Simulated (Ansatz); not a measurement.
**Single-point calculation of MoS$_{2}$ (part 2 of 2)**

The same run, continued: MoS$_{2}$ (6 atoms in the cell); DFT LDA+U, scalar-relativistic, plane waves, PAW, Ueff = 2 eV on Mo atom 1 d; Ueff = 2 eV on Mo atom 2 d, spin-polarised (Ansatz 0.2.0); cutoff 420 eV, 7×7×2 k-mesh, Gaussian smearing of 0.05 eV, collinear spins. The structure derives from an entry of the Crystallography Open Database. It belongs to a series of runs on one base structure; here: random orbitals: random, high filling.

Geometry of the input (Å; fractional positions):
```
3.1610  0.0000  0.0000
-1.5805  2.7375  0.0000
0.0000  0.0000  12.2950
Mo 0.3333  0.6667  0.2500
Mo 0.6667  0.3333  0.7500
S  0.3333  0.6667  0.6275
S  0.6667  0.3333  0.1275
S  0.3333  0.6667  0.8725
S  0.6667  0.3333  0.3725
```

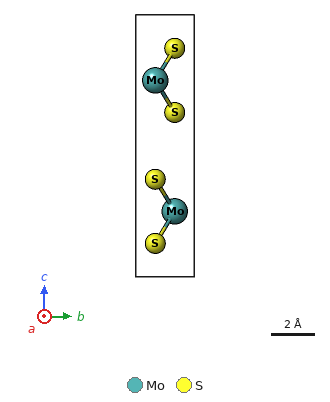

**Figure 1.** The input geometry (ball-and-stick view of the cell of the calculation, along the a axis).

### The program's output, continued
```
SCF iter   1: F=—  HF=-13163.270544 eV  |F-HF|=—  |Δ(HF+E_count)|=         —  Δρ=7.18e-2 (↑7.18e-2 ↓7.18e-2)  dr2=1.53e1  dr2_m=2.74e0  M=0.000 μB ∫|m|=1.234 μB  β_m=0.30  ethr=3.10e-3  ⟨swp⟩=6.9  Hψ=15720  notcnv=0
preconditioner: auto → Kerker (q_TF=auto, 2.421 Å⁻¹)  [metal: Δε(μ)=0.037 eV  Ē_g=9.396 eV  σ=0.050 eV  W_gap=0.40  n_scr=26 (ndim 8)  ℏωp=21.6 eV  f_vac=0.004  D(μ)=1.14/eV (n_scr^D=4)]
spin=Collinear: Kerker preconditioning applied to the charge; magnetization (m = ρ↑ − ρ↓) channel mixes plain (no charge-response kernel on spin).
SCF iter   2: F=—  HF=-13160.953326 eV  |F-HF|=—  |Δ(HF+E_count)|=    2.32e0  Δρ=4.54e-2 (↑4.54e-2 ↓4.54e-2)  dr2=3.77e0  dr2_m=1.32e0  M=0.000 μB ∫|m|=1.271 μB  β_m=0.30  ethr=3.10e-3  ⟨swp⟩=3.0  Hψ=7406  notcnv=0  defer=110
preconditioner: auto → Resta (q_TF=auto, 2.421 Å⁻¹)  ε∞=6.9  [insulator: Δε(μ)=0.368 eV  Ē_g=8.866 eV  σ=0.050 eV  W_gap=0.51  n_scr=26 (ndim 8)  ℏωp=21.6 eV  f_vac=0.005  D(μ)=1.02/eV (n_scr^D=4)  ε∞_Penn≈6.9]
spin=Collinear: Resta preconditioning applied to the charge; magnetization (m = ρ↑ − ρ↓) channel mixes plain (no charge-response kernel on spin).
SCF iter   3: F=—  HF=-13160.270092 eV  |F-HF|=—  |Δ(HF+E_count)|=   6.83e-1  Δρ=2.70e-2 (↑2.70e-2 ↓2.70e-2)  dr2=4.29e-1  dr2_m=6.26e-1  M=-0.000 μB ∫|m|=1.302 μB  β_m=0.30  ethr=3.10e-3  ⟨swp⟩=3.1  Hψ=6539  notcnv=0  defer=132
SCF iter   4: F=—  HF=-13160.355485 eV  |F-HF|=—  |Δ(HF+E_count)|=   8.54e-2  Δρ=2.05e-2 (↑2.05e-2 ↓2.05e-2)  dr2=3.75e-1  dr2_m=3.63e-1  M=0.000 μB ∫|m|=1.149 μB  β_m=0.30  ethr=8.25e-4  ⟨swp⟩=3.3  Hψ=6241  notcnv=0  defer=166
SCF iter   5: F=—  HF=-13160.347186 eV  |F-HF|=—  |Δ(HF+E_count)|=   8.30e-3  Δρ=1.38e-2 (↑1.38e-2 ↓1.38e-2)  dr2=1.08e-2  dr2_m=1.84e-1  M=0.000 μB ∫|m|=1.118 μB  β_m=0.30  ethr=7.21e-4  ⟨swp⟩=2.4  Hψ=5579  notcnv=0  defer=170
SCF iter   6: F=—  HF=-13160.377263 eV  |F-HF|=—  |Δ(HF+E_count)|=   3.01e-2  Δρ=1.02e-2 (↑1.02e-2 ↓1.02e-2)  dr2=8.01e-3  dr2_m=1.01e-1  M=0.000 μB ∫|m|=1.057 μB  β_m=0.30  ethr=2.07e-5  ⟨swp⟩=2.0  Hψ=6442  notcnv=0  defer=192
Mixer restart at iter 6: flushing history
SCF iter   7: F=—  HF=-13162.396498 eV  |F-HF|=—  |Δ(HF+E_count)|=         —  Δρ=8.85e-3 (↑8.85e-3 ↓8.85e-3)  dr2=7.82e-2  dr2_m=6.86e-2  M=-0.000 μB ∫|m|=0.870 μB  β_m=0.30  ethr=1.54e-5  ⟨swp⟩=3.2  Hψ=6966  notcnv=0  defer=192
Mixer restart at iter 7: flushing history
spin-set hold released at iteration 7 (site moments contracting): the magnetisation degrees of freedom join the quasi-Newton model from the next iteration; the mixer history was flushed
SCF iter   8: F=—  HF=-13163.484225 eV  |F-HF|=—  |Δ(HF+E_count)|=    1.09e0  Δρ=7.73e-3 (↑7.73e-3 ↓7.73e-3)  dr2=7.42e-2  dr2_m=4.99e-2  M=0.000 μB ∫|m|=0.706 μB  β_m=0.65  ethr=1.54e-5  ⟨swp⟩=2.1  Hψ=6012  notcnv=0  defer=222
SCF iter   9: F=—  HF=-13164.728143 eV  |F-HF|=—  |Δ(HF+E_count)|=    1.24e0  Δρ=3.58e-3 (↑3.58e-3 ↓3.58e-3)  dr2=2.73e-2  dr2_m=7.77e-3  M=0.000 μB ∫|m|=0.147 μB  β_m=0.74  ethr=1.54e-5  ⟨swp⟩=3.7  Hψ=8676  notcnv=0  defer=228
SCF iter  10: F=—  HF=-13164.732810 eV  |F-HF|=—  |Δ(HF+E_count)|=   4.67e-3  Δρ=1.79e-3 (↑1.79e-3 ↓1.79e-3)  dr2=6.15e-3  dr2_m=2.42e-3  M=0.000 μB ∫|m|=0.093 μB  β_m=0.82  ethr=1.54e-5  ⟨swp⟩=2.0  Hψ=7046  notcnv=0  defer=236
SCF iter  11: F=—  HF=-13164.734733 eV  |F-HF|=—  |Δ(HF+E_count)|=   1.92e-3  Δρ=7.34e-4 (↑7.34e-4 ↓7.34e-4)  dr2=6.88e-4  dr2_m=4.41e-4  M=0.000 μB ∫|m|=0.040 μB  β_m=0.91  ethr=1.18e-5  ⟨swp⟩=2.0  Hψ=4186  notcnv=0  defer=236
SCF iter  12: F=—  HF=-13164.735219 eV  |F-HF|=—  |Δ(HF+E_count)|=   4.86e-4  Δρ=1.92e-4 (↑1.91e-4 ↓1.92e-4)  dr2=2.39e-4  dr2_m=2.50e-5  M=0.000 μB ∫|m|=0.010 μB  β_m=0.78  ethr=1.32e-6  ⟨swp⟩=2.1  Hψ=4674  notcnv=0  defer=236
SCF iter  13: F=—  HF=-13164.735227 eV  |F-HF|=—  |Δ(HF+E_count)|=   8.47e-6  Δρ=2.78e-5 (↑2.78e-5 ↓2.78e-5)  dr2=1.60e-6  dr2_m=5.71e-7  M=0.000 μB ∫|m|=0.001 μB  β_m=0.84  ethr=4.60e-7  ⟨swp⟩=2.0  Hψ=4091  notcnv=0  defer=236
SCF iter  14: F=—  HF=-13164.735233 eV  |F-HF|=—  |Δ(HF+E_count)|=   5.21e-6  Δρ=6.62e-6 (↑6.60e-6 ↓6.62e-6)  dr2=1.88e-7  dr2_m=2.32e-8  M=0.000 μB ∫|m|=0.000 μB  β_m=0.92  ethr=3.08e-9  ⟨swp⟩=2.0  Hψ=5248  notcnv=0  defer=238
iter 15 did not close the SCF: its close was put off for a magnetic moment that had not settled (scf_convergence_deferred on its scf_iter line)
SCF iter  15: F=-13164.735233 eV  HF=-13164.735233 eV  |F-HF|=4.01e-9  |Δ(HF+E_count)|=   4.50e-8  Δρ=1.13e-6 (↑1.13e-6 ↓1.12e-6)  dr2=1.15e-8  dr2_m=2.12e-10  M=0.000 μB ∫|m|=0.000 μB  β_m=0.96  ethr=1.92e-10  ⟨swp⟩=15.0  Hψ=22703  notcnv=0
SCF iter  16: F=-13164.735233 eV  HF=-13164.735233 eV  |F-HF|=1.60e-10  |Δ(HF+E_count)|=   1.40e-9  Δρ=3.25e-7 (↑3.25e-7 ↓2.80e-7)  dr2=5.97e-10  dr2_m=2.33e-11  M=0.000 μB ∫|m|=0.000 μB  ethr=2.21e-11  ⟨swp⟩=5.9  Hψ=17836  notcnv=0
WARN: the starting moments were not kept: the SCF closed with an absolute magnetisation of 9.8e-6 μB, where they sum to 4 μB in size (2 sites). That is at most 0.1 of that sum. Measured as dr2_m measures the in/out step, that magnetisation stands 7.1e-12 eV from none, at or under the dr2_threshold of 1.0e-7 eV: it is no larger than a step whose dr2_m would equal this threshold. The system may hold no moment; this SCF shows only that its start led to no more than that. To try another start: raise the starting moments (crystal.atoms[].spin, magnetization.per_species, magnetization.initial_magnetization, or on a non-collinear deck that types none of these the spinor_matrix: blocks that start its atoms; where the total moment is fixed, keep their sum and leave initial_magnetization as it is; typed ones take the place of any that the run laid by itself, positive ones on a crystal's lanthanoids without a Hubbard term where scf.initial_density.shell_occupations: [] is typed) or, if the notice of its spin-set hold's release reads "site moments contracting" or "site moments show no strong build", lengthen the hold (scf.mixing.spin_hold: { on: { confirm: 4 } }; for m-r²SCAN on two components see the key's manual first). Each may lead to a state that holds a moment. A second SCF, from the converged charge density, with the starting moments and any scf.initial_density.shell_occupations laid on it anew, would have followed, and was not run: the deck does not ask for one (magnetization.retry_lost_moments is false, the default). To let it run, set magnetization.retry_lost_moments: true and run the deck again, where that key's refused combinations let it; where memory then withholds it, that run's warning says so.
WARN: hamiltonian.hubbard: on 4 of 4 specified blocks the occupation matrix of this SCF's result fails the test of the specified filling. At site 0 ↑ (sites count from 0 in the list of atoms of the cell that this SCF solves) the least filled combination of the orbitals specified full has occupation 0.512, and the fullest combination of the orbitals specified empty has occupation 0.537; the filling counts as kept where the first is at least 0.75 and exceeds the second by more than 0.25. The same holds at site 0 ↓, site 1 ↑, site 1 ↓. The state of this SCF's result may not hold the specified filling, though these bounds can also misjudge a state that does. This warning does not say which state is lower in energy, or whether the specified filling is a self-consistent state at all; see hamiltonian.hubbard.sites[].starting_ns, Limitations, and scf.initial_density.shell_occupations in the input reference
SCF 1 converged in 16 iterations: F = -13164.735233 eV  dr2 = 5.97e-10
  greatest PAW one-centre occupation: 0.999 electrons in one spin orbital (limit 2), on the Mo atom at site 1 (counted from 0), in its partial waves of l = 0
SCF converged after 16 iterations
Magnetization: 0.0000 μB (26.0000 up, 26.0000 down)
Absolute magnetization: 0.0000 μB (∫|ρ↑−ρ↓|, with the PAW one-centre terms)
Spin contamination: 0.0000 ħ² per cell (⟨S²⟩ above its minimum at these occupations)
Per-site moments (μB) at R_I (Å): [(-1.9398657119342613e-6, 0.9760741621119455), (1.9397885505888452e-6, 0.9760741621119459), (-9.343120246313051e-7, 0.9760741621119459), (8.568567519035371e-7, 0.9760741621119455), (-8.574315160170506e-7, 0.9760741621119459), (9.345353343611069e-7, 0.9760741621119455)]
Free energy (F): -13164.735233 eV
Harris-Foulkes:  -13164.735233 eV  (|F-HF|=1.60e-10)
Internal energy: -13164.735233 eV  (E = F + TS)
E sigma→0 (E₀):  -13164.735233 eV
Fermi energy:    11.311182 eV
--- Per-component energies (eV) ---
  E_band       = -322.298336
  E_kinetic    = 1320.645774
  E_local      = -4096.558866  (includes V_loc(G=0)·N_el)
  E_nonlocal   = 413.064766
  E_hartree    = 1585.682450
  E_xc         = -753.978464
  E_vxc        = -813.589067  (∫ρ·V_xc dr)
  E_hubbard    = 4.949925  (on-site DFT+U / exact-exchange correction)
  E_vhub       = -0.575076  (the Hubbard potential's part of the band-sum identity)
  E_paw        = -8453.987977  (= ΣΔE_a)
  E_vpaw       = -316.650312  (= ΣTr[D̂ρ^β])
  E_aug_tail   = 0.000033  (compensation charges beyond the density's cutoff)
  E_ewald      = -3186.111296
  E_core_change = 1.558423  (= ΣΔE_core)
  E_smearing   = -0.000000  (= −TS)
  E_closure    = -0.000000  (closes the sum)
  Σ components = -13164.735233   (vs F -13164.735233, Δ=0.00e0)
--- Specified on-site occupations, and those of the state reported ---
  electrons in the specified blocks: 4.2000 specified, 10.4749 found
  site 0 (l=d) ↓: largest change of an orbital's occupation 0.5753; electrons 0.1000 specified, 2.6187 found; spectral distance 1.1307
  site 1 (l=d) ↑: largest change of an orbital's occupation 0.5753; electrons 0.1000 specified, 2.6187 found; spectral distance 1.1307
  site 0 (l=d) ↑: largest change of an orbital's occupation 0.5180; electrons 2.0000 specified, 2.6187 found; spectral distance 1.0063
  site 1 (l=d) ↓: largest change of an orbital's occupation 0.5180; electrons 2.0000 specified, 2.6187 found; spectral distance 1.0063
--- Forces (eV/Å), atoms counted from 1 ---
  atom   1  Mo     0.00000030     0.00000030     0.00000988
  atom   2  Mo    -0.00000032    -0.00000032    -0.00000965
  atom   3  S      0.00000010    -0.00000000    -0.73898649
  atom   4  S      0.00000018    -0.00000008    -0.73899052
  atom   5  S     -0.00000018     0.00000008     0.73899172
  atom   6  S     -0.00000010     0.00000001     0.73898512
  max |Σ_I F_I| component: 6.85e-8 eV/Å
--- Stress (GPa, compression-positive) ---
       -1.307350       0.000006       0.000000
        0.000006      -1.307345      -0.000000
       -0.000000      -0.000000       5.558399
  P = ⅓ Tr σ = 0.9812 GPa (9.812 kbar)
--- Band table (eV; the first three rows and the last of 100) ---
  k-point 0 ↑: bands = ["-50.5684", "-50.5683", "-24.7995", "-24.7994", "-24.5833", "-24.5833", "-24.5833", "-24.5833", "-4.3442", "-4.1320", "-2.8861", "-2.5029", "3.6736", "4.5895", "7.0804", "7.0804", "7.0895", "7.0895", "7.4169", "8.3631", "8.3631", "8.3994", "8.3994", "9.6387", "9.6481", "10.8521", "12.9232", "12.9232", "12.9373", "12.9373", "13.2250", "13.2250", "13.3747", "13.3747"]
  k-point 1 ↑: bands = ["-50.5683", "-50.5683", "-24.7994", "-24.7994", "-24.5833", "-24.5833", "-24.5833", "-24.5833", "-4.2493", "-4.2493", "-2.6861", "-2.6861", "4.0749", "4.0749", "7.0849", "7.0849", "7.0849", "7.0849", "8.2659", "8.2659", "8.3812", "8.3812", "8.3812", "8.3812", "10.5711", "10.5711", "12.9267", "12.9267", "12.9267", "12.9267", "13.3030", "13.3030", "13.3030", "13.3030"]
  k-point 2 ↑: bands = ["-50.5601", "-50.5600", "-24.7831", "-24.7830", "-24.6650", "-24.6650", "-24.6017", "-24.6017", "-4.0320", "-3.8237", "-2.7573", "-2.4102", "4.0013", "4.8912", "6.5118", "6.5482", "6.7462", "7.4064", "7.4271", "7.5129", "7.9186", "7.9642", "8.6979", "9.6057", "9.7836", "10.2252", "12.5359", "12.6799", "12.8601", "12.8779", "13.0107", "13.0497", "13.4054", "13.4956"]
  k-point 49 ↓: bands = ["-50.5303", "-50.5303", "-24.9204", "-24.9204", "-24.7231", "-24.7231", "-24.7028", "-24.7028", "-2.6065", "-2.6065", "-2.0965", "-2.0965", "4.5062", "4.5062", "5.3636", "5.3636", "6.0843", "6.0843", "6.8057", "6.8057", "7.7873", "7.7873", "8.7044", "8.7044", "9.1994", "9.1994", "12.2433", "12.2433", "12.6001", "12.6001", "13.5175", "13.5176", "14.7639", "14.7639"]
Occupation matrices written to [file]
--- Löwdin populations: 6 sites ---
  site symbol       q [e]    m [muB]
     0     Mo     13.7372    -0.0000
     1     Mo     13.7372     0.0000
     2      S      6.0272    -0.0000
     3      S      6.0272     0.0000
     4      S      6.0272    -0.0000
     5      S      6.0272     0.0000
  spilling = 0.008019 (of n_electrons = 52.000000)
--- Occupation matrices: 2 shells (run DFT+U table (all-electron-ortho-atomic); ε = 5.34e-4) ---
  Mo0 d_4D: site group D3h (-6m2)
  Mo0 d_4D up     Tr n = 2.6187  λ = 0.477 0.477 0.535 0.535 0.595  [2× xz 0.50 E''(1.00) | 2× x2-y2 0.50 E'(1.00) | z2 1.00 A1'(1.00)]
  Mo0 d_4D dn     Tr n = 2.6187  λ = 0.477 0.477 0.535 0.535 0.595  [2× xz 0.50 E''(1.00) | 2× x2-y2 0.50 E'(1.00) | z2 1.00 A1'(1.00)]
  specified occupation → Mo0 d_4D up: matrix, ‖Δ‖_F = 1.0715, Tr Δ = -0.6187, displaced = 1.1950, d_λ = 1.0063; orbital distance = 1.3096
  specified occupation → Mo0 d_4D dn: matrix, ‖Δ‖_F = 1.1307, Tr Δ = -2.5187, displaced = 1.2594, d_λ = 1.1307; orbital distance = 0.0000
  Mo1 d_4D: site group D3h (-6m2)
  Mo1 d_4D up     Tr n = 2.6187  λ = 0.477 0.477 0.535 0.535 0.595  [2× xz 0.50 E''(1.00) | 2× x2-y2 0.50 E'(1.00) | z2 1.00 A1'(1.00)]
  Mo1 d_4D dn     Tr n = 2.6187  λ = 0.477 0.477 0.535 0.535 0.595  [2× xz 0.50 E''(1.00) | 2× x2-y2 0.50 E'(1.00) | z2 1.00 A1'(1.00)]
  specified occupation → Mo1 d_4D up: matrix, ‖Δ‖_F = 1.1307, Tr Δ = -2.5187, displaced = 1.2594, d_λ = 1.1307; orbital distance = 0.0000
  specified occupation → Mo1 d_4D dn: matrix, ‖Δ‖_F = 1.0715, Tr Δ = -0.6187, displaced = 1.1950, d_λ = 1.0063; orbital distance = 1.3096
  Tr n, λ and their labels are of the run-group-symmetrised matrices; stabiliser: 48 of 48 elements of G0×{1,Θ} (closed), max defect 2.5e-6 at τ = 1.1e-4
```

### Results in brief

```csv
quantity,value
outcome,converged
space group (tolerance 0.01 Å),P6₃/mmc (194)
electrons treated,52
free energy,−13164.7352 eV
Fermi energy,11.311 eV
gap on the k-point mesh,0.92 eV
net moment of the cell,0.00 μB
integrated absolute moment,0.00 μB
pressure,0.98 GPa
largest force (length of the vector),0.739 eV/Å
hardware,"4 threads of Intel Xeon (Sapphire Rapids), 16 GiB of memory available, shared host"
wall time,16 s (CPU time 59 s)
peak memory,0.69 GiB
```

Warnings of the run: some starting moments were not kept; the typed occupations were not kept; the occupation matrices lower the symmetry.
